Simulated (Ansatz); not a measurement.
## Run report: Zn17GaO18, geometry relaxation (part 1 of 3)

Zn17GaO18 (defect cell, 36 atoms in the cell), computed with DFT PBE, scalar-relativistic, plane waves, PAW, spin-polarised (Ansatz 0.2.0).

The structure derives from a Materials Project entry. It belongs to a series of runs on one base structure; here: Ga_Zn, charge +0, atoms relaxed at the host's cell. Figures and captions count atoms from 1; the log counts them from 0 in places.

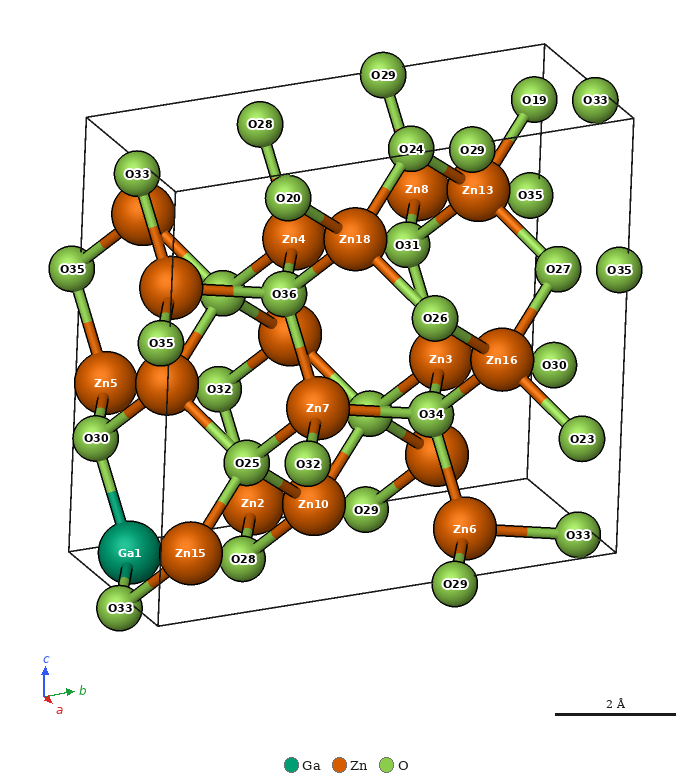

**Figure 1.** The structure as given in the input (ball-and-stick view of the cell of the calculation, seen slightly off an axis; atoms are numbered from 1 in the order of the input). Near neighbours in the crystal (not all of them lie inside the picture): Ga has 4 O at 2.00 to 2.01 Å; Zn has 4 O at 2.00 to 2.01 Å; O has 1 Ga at 2.00 to 2.01 Å and 3 Zn at 2.00 to 2.01 Å; O has 4 Zn at 2.00 to 2.01 Å.

### Input file
```yaml
crystal:
  lattice:
    - [-1.0e-10, -5.680065669, -5.2931776513]
    - [-4.9190811645, 2.8400328345, -5.2931776513]
    - [4.9190811645, 2.8400328344, -5.2931776513]
  atoms:
    - { symbol: Ga, position: [0.388688156, 0.0553548227, 0.0553548227], spin: 0.2 }
    - { symbol: Zn, position: [0.0553548227, 0.388688156, 0.0553548227] }
    - { symbol: Zn, position: [0.388688156, 0.7220214894, 0.388688156] }
    - { symbol: Zn, position: [0.388688156, 0.388688156, 0.7220214894] }
    - { symbol: Zn, position: [0.0553548227, 0.0553548227, 0.388688156] }
    - { symbol: Zn, position: [0.7220214894, 0.7220214894, 0.0553548227] }
    - { symbol: Zn, position: [0.7220214894, 0.388688156, 0.388688156] }
    - { symbol: Zn, position: [0.0553548227, 0.7220214894, 0.7220214894] }
    - { symbol: Zn, position: [0.7220214894, 0.0553548227, 0.7220214894] }
    - { symbol: Zn, position: [0.4442437116, 0.4442437116, 0.1109103782] }
    - { symbol: Zn, position: [0.1109103782, 0.7775770449, 0.1109103782] }
    - { symbol: Zn, position: [0.4442437116, 0.1109103782, 0.4442437116] }
    - { symbol: Zn, position: [0.4442437116, 0.7775770449, 0.7775770449] }
    - { symbol: Zn, position: [0.1109103782, 0.4442437116, 0.4442437116] }
    - { symbol: Zn, position: [0.7775770449, 0.1109103782, 0.1109103782] }
    - { symbol: Zn, position: [0.7775770449, 0.7775770449, 0.4442437116] }
    - { symbol: Zn, position: [0.1109103782, 0.1109103782, 0.7775770449] }
    - { symbol: Zn, position: [0.7775770449, 0.4442437116, 0.7775770449] }
    - { symbol: O, position: [0.2623196218, 0.9289862884, 0.9289862884], spin: 0.2 }
    - { symbol: O, position: [0.9289862884, 0.2623196218, 0.9289862884] }
    - { symbol: O, position: [0.2623196218, 0.5956529551, 0.2623196218] }
    - { symbol: O, position: [0.2623196218, 0.2623196218, 0.5956529551] }
    - { symbol: O, position: [0.9289862884, 0.9289862884, 0.2623196218] }
    - { symbol: O, position: [0.5956529551, 0.5956529551, 0.9289862884] }
    - { symbol: O, position: [0.5956529551, 0.2623196218, 0.2623196218] }
    - { symbol: O, position: [0.9289862884, 0.5956529551, 0.5956529551] }
    - { symbol: O, position: [0.5956529551, 0.9289862884, 0.5956529551] }
    - { symbol: O, position: [0.3178751773, 0.3178751773, 0.984541844], spin: 0.2 }
    - { symbol: O, position: [0.984541844, 0.6512085106, 0.984541844] }
    - { symbol: O, position: [0.3178751773, 0.984541844, 0.3178751773], spin: 0.2 }
    - { symbol: O, position: [0.3178751773, 0.6512085106, 0.6512085106] }
    - { symbol: O, position: [0.984541844, 0.3178751773, 0.3178751773] }
    - { symbol: O, position: [0.6512085106, 0.984541844, 0.984541844], spin: 0.2 }
    - { symbol: O, position: [0.6512085106, 0.6512085106, 0.3178751773] }
    - { symbol: O, position: [0.984541844, 0.984541844, 0.6512085106] }
    - { symbol: O, position: [0.6512085106, 0.3178751773, 0.6512085106] }
  host:
    lattice:
      - [3.279387443, 0.0, 0.0]
      - [-1.6396937215, 2.8400328345, 0.0]
      - [0.0, 0.0, 5.2931776513]
    atoms:
      - { symbol: Zn, position: [0.6666666667, 0.3333333333, 0.5006021986] }
      - { symbol: Zn, position: [0.3333333333, 0.6666666667, 0.0006021986] }
      - { symbol: O, position: [0.6666666667, 0.3333333333, 0.8797078014] }
      - { symbol: O, position: [0.3333333333, 0.6666666667, 0.3797078014] }
basis:
  ecutwfc: 420
  xc_grid: 2
kpoints:
  mp_grid: { grid: [2, 2, 2], shift: [0.5, 0.5, 0.5] }
hamiltonian:
  xc: pbe
scf:
  occupations: { method: gaussian, width: 0.02 }
  lower_state_search: "off"
output:
  forces: true
  stress: false
  eigenvalues: true
  populations: true
  charged_corrections:
    defect_position: [0.38868816, 0.05535482, 0.05535482]
    epsilon: [[10.5641, 0.0, 0.0], [0.0, 10.5641, 0.0], [0.0, 0.0, 11.6128]]
magnetization:
  spin_polarized: true
relax:
  adjacent_minimum: "off"
  f_tol: 0.03
  max_steps: 40
```

Machine: 8 threads of Arm Neoverse V1, 24 GiB of memory available, shared host.

Command:
```bash
ansatz run input.yaml --threads 8 --pin off --max-ram 16384MiB --backend cpu --events-out ev --progress --plain --runs-dir out
```

### Log
```
Engine: ansatz 0.2.0, aarch64-unknown-linux-gnu
Pseudopotentials: kind: paw
Pseudopotential: Ga, paw, valence charge 13, recommended cutoff 420 eV (normal), Ga.paw.azcp
Pseudopotential: Zn, paw, valence charge 12, recommended cutoff 420 eV (normal), Zn.paw.azcp
Pseudopotential: O, paw, valence charge 6, recommended cutoff 420 eV (normal), O.paw.azcp
Functional definition: PBE
  parameter kappa = 0.804
  parameter beta = 0.06672455060314922
  exchange = pbe_x(kappa = kappa, mu = beta*pi^2/3)
  correlation = pbe_c(beta = beta)
Crystal: 36 atoms, lattice volume = 443.685 Å³
Basis set: ecut = 420 eV, 8645 PW (Γ), exchange–correlation on 108×108×108 points (8 copies of the dense FFT grid, shifted against one another)
Bands: 199, of which v1, the nominal top of the filled ones, is band 163 counted from 1 (162 counted from 0)
Symmetry: 6 space group operations
Space group: R3m (ITA 160), of the structure as read, at distance tolerance 7.6e-5 Å
Magnetic group: BNS 160.65 (UNI 1295), of the structure as read, at distance tolerance 7.6e-5 Å
k-points: 2 of 8 (time reversal used)
Non-local potential: Ga, projectors of the file, l = 0: 2, l = 1: 2, l = 2: 3, l = 3: 1
Non-local potential: Zn, projectors of the file, l = 0: 2, l = 1: 2, l = 2: 3, l = 3: 1
Non-local potential: O, projectors of the file, l = 0: 2, l = 1: 2, l = 2: 1
PAW form: soft (Blöchl's): semilocal exchange-correlation on the pseudo side does not see the compensation charge
PAW one-centre angular grid: Ga, 590 points (default); XC on 64 Gauss nodes
PAW one-centre angular grid: Zn, 590 points (default); XC on 64 Gauss nodes
PAW one-centre angular grid: O, 110 points (default); XC on 64 Gauss nodes
Initial density: superposition of atomic densities (chi_scale 0.1, normalization cell, long waves kept (reshape's long-wave potential 0.05 eV rms))
Starting moments: Σ|m| = 1 μB on 5 of 36 sites
Initial wavefunctions: pseudopotential atomic-orbital guess
Functional: x = pbe(κ = 0.804, μ = 0.2195149727645171), c = pbe(β = 0.06672455060314922)
SCF iter   1: F=—  HF=-70435.409909 eV  |F-HF|=—  |Δ(HF+E_count)|=         —  Δρ=5.05e-2 (↑4.94e-2 ↓5.05e-2)  dr2=2.36e1  dr2_m=1.63e-1  M=0.495 μB ∫|m|=0.517 μB  β_m=0.30  ethr=3.10e-3  ⟨swp⟩=5.5  Hψ=2741  notcnv=0  defer=11
preconditioner: auto → Resta (q_TF=auto, 2.590 Å⁻¹)  ε∞=6.2  [insulator: Δε(μ)=0.044 eV  Ē_g=13.943 eV  σ=0.020 eV  W_gap=0.66  n_scr=130 (ndim 8)  ℏωp=31.8 eV  f_vac=0.000  D(μ)=19.90/eV (n_scr^D=190)  ε∞_Penn≈6.2]
spin=Collinear: Resta preconditioning applied to the charge; magnetization (m = ρ↑ − ρ↓) channel mixes plain (no charge-response kernel on spin).
SCF iter   2: F=—  HF=-70429.589786 eV  |F-HF|=—  |Δ(HF+E_count)|=    5.82e0  Δρ=2.76e-2 (↑2.63e-2 ↓2.76e-2)  dr2=7.61e0  dr2_m=8.69e-2  M=0.494 μB ∫|m|=0.510 μB  β_m=0.30  ethr=3.10e-3  ⟨swp⟩=2.0  Hψ=1494  notcnv=0  defer=122
SCF iter   3: F=—  HF=-70427.372316 eV  |F-HF|=—  |Δ(HF+E_count)|=    2.22e0  Δρ=8.54e-3 (↑6.94e-3 ↓8.54e-3)  dr2=8.14e-1  dr2_m=4.61e-2  M=0.495 μB ∫|m|=0.509 μB  β_m=0.30  ethr=2.34e-3  ⟨swp⟩=2.0  Hψ=1234  notcnv=0  defer=122
SCF iter   4: F=—  HF=-70426.977361 eV  |F-HF|=—  |Δ(HF+E_count)|=   3.95e-1  Δρ=4.05e-3 (↑4.05e-3 ↓3.46e-3)  dr2=8.37e-2  dr2_m=2.46e-2  M=0.496 μB ∫|m|=0.510 μB  β_m=0.30  ethr=2.50e-4  ⟨swp⟩=2.0  Hψ=1436  notcnv=0  defer=122
SCF iter   5: F=—  HF=-70427.076426 eV  |F-HF|=—  |Δ(HF+E_count)|=   9.91e-2  Δρ=3.99e-3 (↑3.99e-3 ↓3.45e-3)  dr2=7.68e-2  dr2_m=1.34e-2  M=0.496 μB ∫|m|=0.510 μB  β_m=0.30  ethr=2.58e-5  ⟨swp⟩=2.5  Hψ=1315  notcnv=0  defer=122
SCF iter   6: F=—  HF=-70427.088575 eV  |F-HF|=—  |Δ(HF+E_count)|=   1.21e-2  Δρ=1.62e-3 (↑1.62e-3 ↓1.40e-3)  dr2=4.90e-3  dr2_m=7.45e-3  M=0.495 μB ∫|m|=0.510 μB  β_m=0.30  ethr=2.36e-5  ⟨swp⟩=3.0  Hψ=1254  notcnv=0  defer=122
SCF iter   7: F=—  HF=-70427.085176 eV  |F-HF|=—  |Δ(HF+E_count)|=   3.40e-3  Δρ=1.09e-3 (↑1.04e-3 ↓1.09e-3)  dr2=7.93e-4  dr2_m=4.18e-3  M=0.495 μB ∫|m|=0.511 μB  β_m=0.30  ethr=1.51e-6  ⟨swp⟩=2.0  Hψ=1276  notcnv=0  defer=122
Mixer restart at iter 7: flushing history
spin-set hold released at iteration 7 (site moments contracting): the magnetisation degrees of freedom join the quasi-Newton model from the next iteration; the mixer history was flushed
SCF iter   8: F=—  HF=-70427.087812 eV  |F-HF|=—  |Δ(HF+E_count)|=   2.64e-3  Δρ=8.22e-4 (↑7.94e-4 ↓8.22e-4)  dr2=4.22e-4  dr2_m=2.37e-3  M=0.496 μB ∫|m|=0.511 μB  β_m=0.65  ethr=2.44e-7  ⟨swp⟩=2.5  Hψ=1254  notcnv=0  defer=122
SCF iter   9: F=—  HF=-70427.092019 eV  |F-HF|=—  |Δ(HF+E_count)|=   4.21e-3  Δρ=1.32e-4 (↑8.10e-5 ↓1.32e-4)  dr2=7.92e-5  dr2_m=2.78e-5  M=0.496 μB ∫|m|=0.515 μB  β_m=0.62  ethr=1.30e-7  ⟨swp⟩=2.8  Hψ=1356  notcnv=0  defer=122
SCF iter  10: F=—  HF=-70427.091936 eV  |F-HF|=—  |Δ(HF+E_count)|=   8.26e-5  Δρ=8.69e-5 (↑8.68e-5 ↓8.69e-5)  dr2=9.37e-5  dr2_m=6.12e-6  M=0.497 μB ∫|m|=0.515 μB  β_m=0.65  ethr=6.92e-9  ⟨swp⟩=12.0  Hψ=4654  notcnv=0
iter 11 did not close the SCF: its close was put off for a magnetic moment that had not settled (scf_convergence_deferred on its scf_iter line)
SCF iter  11: F=-70427.091935 eV  HF=-70427.091933 eV  |F-HF|=2.63e-6  |Δ(HF+E_count)|=   3.39e-6  Δρ=3.48e-5 (↑3.48e-5 ↓2.59e-5)  dr2=1.37e-5  dr2_m=1.39e-6  M=0.497 μB ∫|m|=0.515 μB  β_m=0.83  ethr=6.92e-9  ⟨swp⟩=3.8  Hψ=2965  notcnv=0
iter 12 did not close the SCF: its close was put off for a magnetic moment that had not settled (scf_convergence_deferred on its scf_iter line)
SCF iter  12: F=-70427.091938 eV  HF=-70427.091943 eV  |F-HF|=4.45e-6  |Δ(HF+E_count)|=   1.00e-5  Δρ=2.56e-5 (↑1.86e-5 ↓2.56e-5)  dr2=7.08e-6  dr2_m=1.18e-7  M=0.497 μB ∫|m|=0.515 μB  β_m=0.68  ethr=4.20e-9  ⟨swp⟩=3.5  Hψ=2652  notcnv=0
SCF iter  13: F=-70427.091943 eV  HF=-70427.091943 eV  |F-HF|=3.23e-7  |Δ(HF+E_count)|=   7.52e-8  Δρ=3.40e-6 (↑3.40e-6 ↓3.33e-6)  dr2=2.18e-7  dr2_m=2.79e-9  M=0.497 μB ∫|m|=0.515 μB  ethr=2.18e-9  ⟨swp⟩=3.0  Hψ=2574  notcnv=0
SCF 1 converged in 13 iterations: F = -70427.091943 eV  dr2 = 2.18e-7
  greatest PAW one-centre occupation: 0.996 electrons in one spin orbital (limit 2), on the Ga atom at site 0 (counted from 0), in its partial waves of l = 2
relax step   1: F+E_penalty+E_count = -70427.09194301 eV  Δ(F+E_penalty+E_count) = +0.000e0 eV  max|allowed force component| = 1.308e0 eV/Å  Δτ_max = 0.0000 Å  (13 SCF iters, dr2 threshold 2.25e-5 eV, accepted)
Initial density: handed on by an earlier stage of this run
Starting moments: Σ|m| = 1 μB on 5 of 36 sites; this step starts from the density that it was given
Initial wavefunctions: those handed on with the density
iter 1 solved again at ethr=2.49e-6 eV; its pass at ethr=3.10e-3 eV (dr2=8.09e-3 eV) is discarded
SCF iter   1: F=—  HF=-70427.289355 eV  |F-HF|=—  |Δ(HF+E_count)|=         —  Δρ=1.35e-3 (↑1.35e-3 ↓9.81e-4)  dr2=8.39e-3  dr2_m=1.21e-3  M=0.494 μB ∫|m|=0.512 μB  β_m=0.30  ethr=2.49e-6  ⟨swp⟩=3.0  Hψ=2527  notcnv=0  defer=122
preconditioner: auto → Resta (q_TF=auto, 2.590 Å⁻¹)  ε∞=7.3  [insulator: Δε(μ)=0.043 eV  Ē_g=12.703 eV  σ=0.020 eV  W_gap=0.66  n_scr=130 (ndim 8)  ℏωp=31.8 eV  f_vac=0.034  D(μ)=20.03/eV (n_scr^D=190)  ε∞_Penn≈7.3]
spin=Collinear: Resta preconditioning applied to the charge; magnetization (m = ρ↑ − ρ↓) channel mixes plain (no charge-response kernel on spin).
SCF iter   2: F=—  HF=-70427.288725 eV  |F-HF|=—  |Δ(HF+E_count)|=   6.31e-4  Δρ=9.59e-4 (↑9.59e-4 ↓6.74e-4)  dr2=4.10e-3  dr2_m=6.69e-4  M=0.493 μB ∫|m|=0.510 μB  β_m=0.62  ethr=2.49e-6  ⟨swp⟩=1.5  Hψ=676  notcnv=0  defer=122
SCF iter   3: F=—  HF=-70427.288681 eV  |F-HF|=—  |Δ(HF+E_count)|=   4.38e-5  Δρ=1.76e-4 (↑1.65e-4 ↓1.76e-4)  dr2=3.45e-4  dr2_m=1.54e-5  M=0.489 μB ∫|m|=0.506 μB  β_m=0.57  ethr=1.26e-6  ⟨swp⟩=2.0  Hψ=1329  notcnv=0  defer=122
iter 4 did not close the SCF: its close was put off for a magnetic moment that had not settled (scf_convergence_deferred on its scf_iter line)
SCF iter   4: F=-70427.288663 eV  HF=-70427.288667 eV  |F-HF|=3.42e-6  |Δ(HF+E_count)|=   1.42e-5  Δρ=5.01e-5 (↑4.82e-5 ↓5.01e-5)  dr2=4.63e-5  dr2_m=1.56e-6  M=0.488 μB ∫|m|=0.505 μB  β_m=0.78  ethr=3.08e-8  ⟨swp⟩=9.0  Hψ=3871  notcnv=0
SCF iter   5: F=-70427.288671 eV  HF=-70427.288678 eV  |F-HF|=7.61e-6  |Δ(HF+E_count)|=   1.18e-5  Δρ=2.53e-5 (↑2.53e-5 ↓2.33e-5)  dr2=1.05e-5  dr2_m=1.33e-8  M=0.487 μB ∫|m|=0.504 μB  ethr=1.42e-8  ⟨swp⟩=4.0  Hψ=2772  notcnv=0
SCF 2 converged in 5 iterations: F = -70427.288671 eV  dr2 = 1.05e-5
[... from here on the iterations of each SCF are left out, up to the last one ...]
relax step   2: F+E_penalty+E_count = -70427.28867070 eV  Δ(F+E_penalty+E_count) = -1.967e-1 eV  max|allowed force component| = 9.474e-1 eV/Å  Δτ_max = 0.0407 Å  (5 SCF iters, dr2 threshold 1.00e-4 eV, accepted)
preconditioner: auto → Resta (q_TF=auto, 2.590 Å⁻¹)  ε∞=7.2  [insulator: Δε(μ)=0.037 eV  Ē_g=12.724 eV  σ=0.020 eV  W_gap=0.64  n_scr=130 (ndim 8)  ℏωp=31.8 eV  f_vac=0.034  D(μ)=21.48/eV (n_scr^D=196)  ε∞_Penn≈7.2]
spin=Collinear: Resta preconditioning applied to the charge; magnetization (m = ρ↑ − ρ↓) channel mixes plain (no charge-response kernel on spin).
SCF 3 converged in 6 iterations: F = -70427.398861 eV  dr2 = 9.43e-6
relax step   3: F+E_penalty+E_count = -70427.39886130 eV  Δ(F+E_penalty+E_count) = -1.102e-1 eV  max|allowed force component| = 7.396e-1 eV/Å  Δτ_max = 0.1069 Å  (6 SCF iters, dr2 threshold 5.61e-5 eV, accepted)
preconditioner: auto → Resta (q_TF=auto, 2.590 Å⁻¹)  ε∞=7.2  [insulator: Δε(μ)=0.035 eV  Ē_g=12.721 eV  σ=0.020 eV  W_gap=0.63  n_scr=130 (ndim 8)  ℏωp=31.8 eV  f_vac=0.034  D(μ)=22.06/eV (n_scr^D=202)  ε∞_Penn≈7.2]
spin=Collinear: Resta preconditioning applied to the charge; magnetization (m = ρ↑ − ρ↓) channel mixes plain (no charge-response kernel on spin).
SCF 4 converged in 5 iterations: F = -70427.447426 eV  dr2 = 1.00e-5
relax step   4: F+E_penalty+E_count = -70427.44742564 eV  Δ(F+E_penalty+E_count) = -4.856e-2 eV  max|allowed force component| = 1.413e-2 eV/Å  Δτ_max = 0.0418 Å  (5 SCF iters, dr2 threshold 1.00e-4 eV, accepted)
iter 1 solved again at ethr=3.07e-9 eV; its pass at ethr=3.10e-3 eV (dr2=9.99e-6 eV) is discarded
SCF iter   1: F=—  HF=-70427.447433 eV  |F-HF|=—  |Δ(HF+E_count)|=         —  Δρ=2.00e-5 (↑2.00e-5 ↓1.89e-5)  dr2=9.99e-6  dr2_m=3.52e-8  M=0.474 μB ∫|m|=0.491 μB  β_m=0.30  ethr=3.07e-9  ⟨swp⟩=1.0  Hψ=1864  notcnv=0
preconditioner: auto → Resta (q_TF=auto, 2.590 Å⁻¹)  ε∞=7.2  [insulator: Δε(μ)=0.035 eV  Ē_g=12.715 eV  σ=0.020 eV  W_gap=0.63  n_scr=130 (ndim 8)  ℏωp=31.8 eV  f_vac=0.034  D(μ)=21.95/eV (n_scr^D=202)  ε∞_Penn≈7.2]
spin=Collinear: Resta preconditioning applied to the charge; magnetization (m = ρ↑ − ρ↓) channel mixes plain (no charge-response kernel on spin).
SCF iter   2: F=—  HF=-70427.447431 eV  |F-HF|=—  |Δ(HF+E_count)|=   1.47e-6  Δρ=1.33e-5 (↑1.33e-5 ↓1.23e-5)  dr2=5.75e-6  dr2_m=2.05e-8  M=0.474 μB ∫|m|=0.491 μB  β_m=0.44  ethr=3.07e-9  ⟨swp⟩=2.5  Hψ=1122  notcnv=0
SCF iter   3: F=—  HF=-70427.447431 eV  |F-HF|=—  |Δ(HF+E_count)|=   1.40e-7  Δρ=7.71e-6 (↑7.71e-6 ↓7.21e-6)  dr2=2.28e-6  dr2_m=4.98e-9  M=0.474 μB ∫|m|=0.491 μB  β_m=0.63  ethr=1.77e-9  ⟨swp⟩=2.0  Hψ=1114  notcnv=0
SCF iter   4: F=—  HF=-70427.447432 eV  |F-HF|=—  |Δ(HF+E_count)|=   3.64e-7  Δρ=2.84e-6 (↑2.81e-6 ↓2.84e-6)  dr2=1.68e-7  dr2_m=2.50e-10  M=0.474 μB ∫|m|=0.491 μB  β_m=0.63  ethr=7.02e-10  ⟨swp⟩=2.0  Hψ=1326  notcnv=0
SCF iter   5: F=-70427.447432 eV  HF=-70427.447432 eV  |F-HF|=9.74e-9  |Δ(HF+E_count)|=   5.05e-9  Δρ=1.31e-6 (↑1.29e-6 ↓1.31e-6)  dr2=3.55e-8  dr2_m=1.90e-10  M=0.474 μB ∫|m|=0.491 μB  ethr=3.08e-11  ⟨swp⟩=6.0  Hψ=3031  notcnv=0
SCF 5 converged in 5 iterations: F = -70427.447432 eV  dr2 = 3.55e-8
relax step   5: F+E_penalty+E_count = -70427.44743177 eV  Δ(F+E_penalty+E_count) = -6.135e-6 eV  max|allowed force component| = 1.404e-2 eV/Å  Δτ_max = 0.0000 Å  (5 SCF iters, accepted)
```

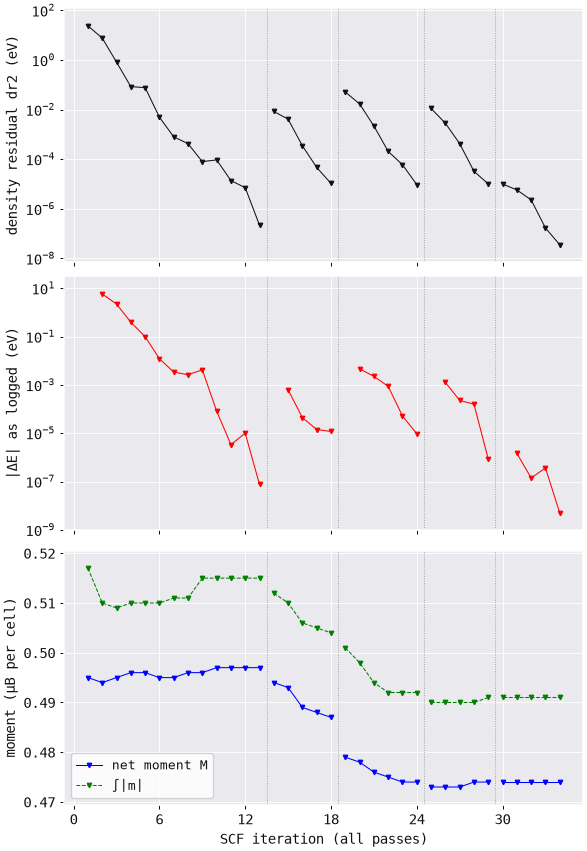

**Figure 2.** Convergence of the self-consistent field: density residual dr2, size of the energy change and magnetic moment against the SCF iteration. The dotted lines part the SCF passes of the relaxation: geometry steps, rejected trials and re-solves on a re-selected basis. The 5 passes take 5 to 13 iterations each, 34 in all. The net moment stays at 0.5 μB per cell.
